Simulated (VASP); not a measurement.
# Geometry relaxation of La (part 1 of 2)

The run: geometry relaxation of La (4 atoms in the cell). Method and program: Kohn-Sham DFT of a periodic cell, PBE, VASP PAW PBE potentials, recommended, no spin polarisation (VASP 6.6.1).

The structure derives from an entry of the Crystallography Open Database.

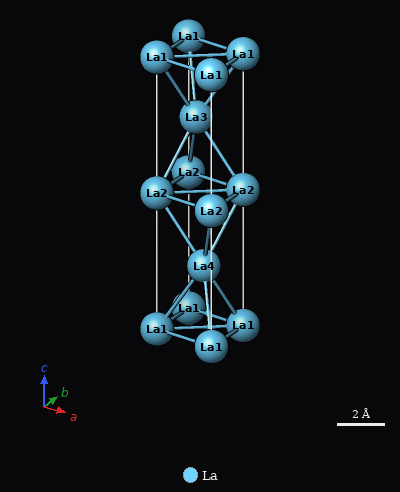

Figure 1. The input geometry (ball-and-stick view of the cell of the calculation, seen slightly off an axis; atoms are numbered from 1 in the order of the input). Near neighbours in the crystal (not all of them lie inside the picture): La has 12 La at 3.73 to 3.76 Å.

## INCAR
```
SYSTEM = La
  ALGO = Normal
  EDIFF = 1E-7
  EDIFFG = -0.005
  ENCUT = 600
  GGA = PE
  IBRION = 2
  ISIF = 3
  ISMEAR = 1
  LASPH = .True.
  LCHARG = .False.
  LREAL = .False.
  LWAVE = .False.
  NELM = 80
  NSW = 90
  PREC = Accurate
  SIGMA = 0.1
```

## KPOINTS
```
k-points
0
Gamma
  12 12 3
  0 0 0
```

## POSCAR
```
La                                      
1.0
    3.7639343779      0.0000000000      0.0000000000
   -1.8819671889      3.2596627894     -0.0000000000
    0.0000000000      0.0000000000     12.1325731089
  La            
     4
Direct
     1.0000000000000000    0.0000000000000000    0.0000000000000000
     1.0000000000000000    0.0000000000000000    0.5000000000000000
     0.3333333332999970    0.6666666667000030    0.7500000000000000
     0.6666666667000030    0.3333333332999970    0.2500000000000000
```

Run on 1 thread of AMD EPYC 7571, 64 GiB of memory available, shared host.

Command:
```bash
cat potpaw_PBE.64/La/POTCAR > POTCAR
mpirun -np 1 vasp_std > vasp.out
```

## OSZICAR
```
N       E                     dE             d eps       ncg     rms          rms(c)
DAV:   1     0.592147918043E+03    0.59215E+03   -0.16460E+04  1976   0.258E+03
DAV:   2     0.130756769334E+03   -0.46139E+03   -0.45531E+03  3072   0.451E+02
DAV:   3    -0.135246668191E+01   -0.13211E+03   -0.13103E+03  3568   0.285E+02
DAV:   4    -0.171554604705E+02   -0.15803E+02   -0.15572E+02  3648   0.103E+02
DAV:   5    -0.192566614001E+02   -0.21012E+01   -0.20519E+01  3880   0.357E+01    0.486E+00
DAV:   6    -0.194969170446E+02   -0.24026E+00   -0.26551E+00  3864   0.119E+01    0.247E+00
DAV:   7    -0.195366356861E+02   -0.39719E-01   -0.44113E-01  3840   0.482E+00    0.649E-01
DAV:   8    -0.195483521125E+02   -0.11716E-01   -0.66497E-02  3776   0.171E+00    0.252E-01
DAV:   9    -0.195506902394E+02   -0.23381E-02   -0.10544E-02  3872   0.586E-01    0.200E-01
DAV:  10    -0.195523607632E+02   -0.16705E-02   -0.57691E-03  3088   0.613E-01    0.322E-02
DAV:  11    -0.195523719307E+02   -0.11168E-04   -0.65397E-04  3632   0.236E-01    0.213E-02
DAV:  12    -0.195523801605E+02   -0.82298E-05   -0.11049E-04  3880   0.585E-02    0.171E-02
DAV:  13    -0.195523835476E+02   -0.33871E-05   -0.24643E-05  3544   0.343E-02    0.532E-03
DAV:  14    -0.195523837203E+02   -0.17275E-06   -0.63646E-06  3576   0.157E-02    0.536E-04
DAV:  15    -0.195523836691E+02    0.51252E-07   -0.13022E-06  2256   0.490E-03    0.710E-04
DAV:  16    -0.195523836666E+02    0.24957E-08   -0.35093E-07  1968   0.405E-03
   1 F= -.19552384E+02 E0= -.19552715E+02  d E =-.195524E+02
       N       E                     dE             d eps       ncg     rms          rms(c)
DAV:   1    -0.195524941664E+02   -0.11050E-03   -0.42780E-03  3202   0.895E-01    0.479E-02
DAV:   2    -0.195524122059E+02    0.81960E-04   -0.29310E-04  3400   0.194E-01    0.228E-02
DAV:   3    -0.195523895299E+02    0.22676E-04   -0.14779E-04  3456   0.106E-01    0.587E-03
DAV:   4    -0.195523906483E+02   -0.11184E-05   -0.11354E-05  3504   0.325E-02    0.285E-03
DAV:   5    -0.195523917773E+02   -0.11290E-05   -0.98941E-07  2880   0.832E-03    0.224E-03
DAV:   6    -0.195523927769E+02   -0.99959E-06   -0.30640E-07  2054   0.677E-03    0.776E-04
DAV:   7    -0.195523931789E+02   -0.40202E-06   -0.11528E-07  1880   0.642E-03    0.150E-04
DAV:   8    -0.195523931820E+02   -0.30768E-08   -0.31144E-08  1342   0.383E-03
   2 F= -.19552393E+02 E0= -.19552735E+02  d E =-.951540E-05
```

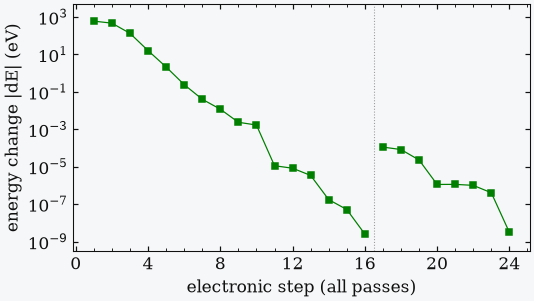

Figure 2. Convergence of the self-consistent field: energy change |dE| against the electronic step. Each stretch between dotted lines is the SCF of one geometry step of a relaxation. The 2 ionic steps take 8 to 16 electronic steps each.

## Parts of OUTCAR
```
SYSTEM = La
   EDIFF = 1E-7
   EDIFFG = -0.005
   ENCUT = 600
   GGA = PE
   IBRION = 2
   ISIF = 3
   ISMEAR = 1
   LASPH = .True.
   LREAL = .False.
   NELM = 80
   NSW = 90
   PREC = Accurate

 ion  position               nearest neighbor table
   1  0.000  0.000  0.000-
   2  0.000  0.000  0.500-
   3  0.333  0.667  0.750-
   4  0.667  0.333  0.250-

  LATTYP: Found a hexagonal cell.
 ALAT       =     3.7639343779
 C/A-ratio  =     3.2233753012

  Lattice vectors:

 A1 = (   3.7639343779,   0.0000000000,   0.0000000000)
 A2 = (  -1.8819671889,   3.2596627894,   0.0000000000)
 A3 = (   0.0000000000,   0.0000000000,  12.1325731089)

Analysis of symmetry for initial positions (statically):
=====================================================================
 Subroutine PRICEL returns:
 Original cell was already a primitive cell.

 Routine SETGRP: Setting up the symmetry group for a
 hexagonal supercell.

 Subroutine GETGRP returns: Found 24 space group operations
 (whereof 12 operations were pure point group operations)
 out of a pool of 24 trial point group operations.

The static configuration has the point symmetry D_3d.
 The point group associated with its full space group is D_6h.

Analysis of symmetry for dynamics (positions and initial velocities):
=====================================================================
 Subroutine PRICEL returns:
 Original cell was already a primitive cell.

 Routine SETGRP: Setting up the symmetry group for a
 hexagonal supercell.

 Subroutine GETGRP returns: Found 24 space group operations
 (whereof 12 operations were pure point group operations)
 out of a pool of 24 trial point group operations.

The dynamic configuration has the point symmetry D_3d.
 The point group associated with its full space group is D_6h.

 Subroutine INISYM returns: Found 24 space group operations
 (whereof 12 operations are pure point group operations),
 and found     1 'primitive' translations

----------------------------------------------------------------------------------------

                                     Primitive cell

  volume of cell :     148.8564

  direct lattice vectors                    reciprocal lattice vectors
     3.763934378  0.000000000  0.000000000     0.265679446  0.153390100  0.000000000
    -1.881967189  3.259662789  0.000000000     0.000000000  0.306780199  0.000000000
     0.000000000  0.000000000 12.132573109     0.000000000  0.000000000  0.082422747

  length of vectors
     3.763934378  3.763934378 12.132573109     0.306780199  0.306780199  0.082422747

  position of ions in fractional coordinates (direct lattice)
     0.000000000  0.000000000  0.000000000
     0.000000000  0.000000000  0.500000000
     0.333333333  0.666666667  0.750000000
     0.666666667  0.333333333  0.250000000

  ion indices of the primitive-cell ions
   primitive index   ion index
                 1           1
                 2           2
                 3           3
                 4           4

----------------------------------------------------------------------------------------

 KPOINTS: k-points

Automatic generation of k-mesh.
 Grid dimensions read from file:
 generate k-points for:   12   12    3

 Generating k-lattice:

  Cartesian coordinates                     Fractional coordinates (reciprocal lattice)
     0.022139954  0.012782508  0.000000000     0.083333333  0.000000000  0.000000000
     0.000000000  0.025565017  0.000000000     0.000000000  0.083333333  0.000000000
     0.000000000  0.000000000  0.027474249     0.000000000  0.000000000  0.333333333

  Length of vectors
     0.025565017  0.025565017  0.027474249

  Shift w.r.t. Gamma in fractional coordinates (k-lattice)
     0.000000000  0.000000000  0.000000000

 Subroutine IBZKPT returns following result:
 ===========================================

 Found     38 irreducible k-points:

 Following reciprocal coordinates:
            Coordinates               Weight
  0.000000  0.000000  0.000000      1.000000
  0.083333  0.000000  0.000000      6.000000
  0.166667  0.000000  0.000000      6.000000
  0.250000  0.000000  0.000000      6.000000
  0.333333  0.000000  0.000000      6.000000
  0.416667  0.000000  0.000000      6.000000
  0.500000  0.000000  0.000000      3.000000
  0.083333  0.083333  0.000000      6.000000
  0.166667  0.083333  0.000000     12.000000
  0.250000  0.083333  0.000000     12.000000
  0.333333  0.083333  0.000000     12.000000
  0.416667  0.083333  0.000000     12.000000
  0.166667  0.166667  0.000000      6.000000
  0.250000  0.166667  0.000000     12.000000
  0.333333  0.166667  0.000000     12.000000
  0.416667  0.166667  0.000000      6.000000
  0.250000  0.250000  0.000000      6.000000
  0.333333  0.250000  0.000000     12.000000
  0.333333  0.333333  0.000000      2.000000
  0.000000  0.000000  0.333333      2.000000
  0.083333  0.000000  0.333333     12.000000
  0.166667  0.000000  0.333333     12.000000
  0.250000  0.000000  0.333333     12.000000
  0.333333  0.000000  0.333333     12.000000
 [... further k-points ...]
   k-points           NKPTS =     38   k-points in BZ     NKDIM =     38   number of bands    NBANDS=     26
   number of dos      NEDOS =    301   number of ions     NIONS =      4
   total plane-waves  NPLWV =  88200
   dimension x,y,z NGX =    30 NGY =   30 NGZ =   98
   dimension x,y,z NGXF=    60 NGYF=   60 NGZF=  196
   ions per type =               4
   NGX,Y,Z   is equivalent  to a cutoff of  13.25, 13.25, 13.43 a.u.
   NGXF,Y,Z  is equivalent  to a cutoff of  26.50, 26.50, 26.86 a.u.
 SYSTEM =  La
   PREC   = accura    normal or accurate (medium, high low for compatibility)
   ISTART =      0    job   : 0-new  1-cont  2-samecut
   ICHARG =      2    charge: 1-file 2-atom 10-const
   ISPIN  =      1    spin polarized calculation?
   LNONCOLLINEAR =      F non collinear calculations
   LSORBIT =      F    spin-orbit coupling
   LASPH  =      T    aspherical Exc in radial PAW
   ENCUT  =  600.0 eV  44.10 Ry    6.64 a.u.   7.52  7.52 24.23*2*pi/ulx,y,z
   NELM   =     80;   NELMIN=  2; NELMDL= -5     # of ELM steps
   EDIFF  = 0.1E-06   stopping-criterion for ELM
   LREAL  =      F    real-space projection
   EDIFFG = -.5E-02   stopping-criterion for IOM
   NSW    =     90    number of steps for IOM
   IBRION =      2    ionic relax: 0-MD 1-quasi-New 2-CG
   NFREE  =      1    steps in history (QN), initial steepest desc. (CG)
   ISIF   =      3    stress and relaxation
   ISYM   =      2    0-nonsym 1-usesym 2-fastsym
   POTIM  = 0.5000    time-step for ionic-motion
   TEBEG  =    0.0;   TEEND  =   0.0 temperature during run
   PSTRESS=    0.0 pullay stress
   NELECT =      44.0000    total number of electrons
   NUPDOWN=      -1.0000    fix difference up-down
   EMIN   =  10.00;   EMAX   =-10.00  energy-range for DOS
   EFERMI =   0.00;   METHOD = LEGACY
   ISMEAR =     1;   SIGMA  =   0.10  broadening in eV -4-tet -1-fermi 0-gaus
   EFERMI_NEDOS =   21; number of points for ismear=-14 and -15
   IALGO  =     38    algorithm
   IMIX   =      4    mixing-type and parameters
     AMIX     =   0.40;   BMIX     =  1.00
     AMIX_MAG =   1.60;   BMIX_MAG =  1.00
  volume/ion in A,a.u.               =      37.21       251.13
  Fermi-wavevector in a.u.,A,eV,Ry     =   1.090527  2.060798 16.180723  1.189250
  Thomas-Fermi vector in A             =   2.226754
   LORBIT       =      0    0 simple, 1 ext, 2 COOP (PROOUT), +10 PAW based schemes
   GGA     = PE    functional components
   LHFCALC =     F    Hartree Fock is set to
   AEXX    =    0.0000 exact exchange contribution
   IVDW    =     0    specifies the selected vdW correction
   LEPSILON=     F    determine dielectric tensor
   LRPA    =     F    only Hartree local field effects (RPA)
 conjugate gradient relaxation of ions
 non-spin polarized calculation
 Methfessel and Paxton  Order N= 1 SIGMA  =   0.10
  energy-cutoff  :      600.00
  volume of cell :      148.86
 maximum number of plane-waves:      4999
   NGX = 15   NGY = 15   NGZ = 49

--------------------------------------- Ionic step        1  -------------------------------------------

 number of electron      43.9999996 magnetization

 Free energy of the ion-electron system (eV)
  ---------------------------------------------------
  ext. energy  EPLUGINS =         0.00000000
  ---------------------------------------------------
  free energy    TOTEN  =       -19.55238367 eV

  energy without entropy =      -19.55337796  energy(sigma->0) =      -19.55271510

------------------------ aborting loop because EDIFF is reached ----------------------------------------
```
